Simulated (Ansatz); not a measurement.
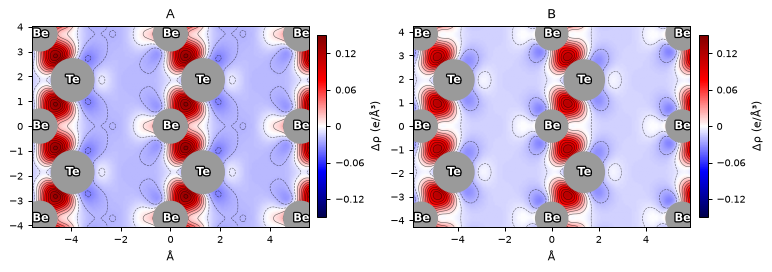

BeTe: deformation density on the (110) plane of the conventional cell at two volumes, with the same fractional coordinates and one colour scale. Grey discs cover the cores.

Space group F-43m.

These are results of DFT PBEsol, scalar-relativistic, plane waves, PAW (Ansatz), not measurements.

Which panel is the larger cell, by how much, and what changes?

Answer. B is the larger cell: A has 85 % of the volume of B.
- From B to A, Be–Te goes from 2.40 to 2.27 Å, and Δρ at its midpoint from +0.12 to +0.14 e/Å³.
- The pressure is 2 GPa in B and 18 GPa in A.
- Bader charges stay at Be +1.48 and Te −1.48 e.
- The rearranged charge is 0.18 e an atom in B and 0.21 e in A.
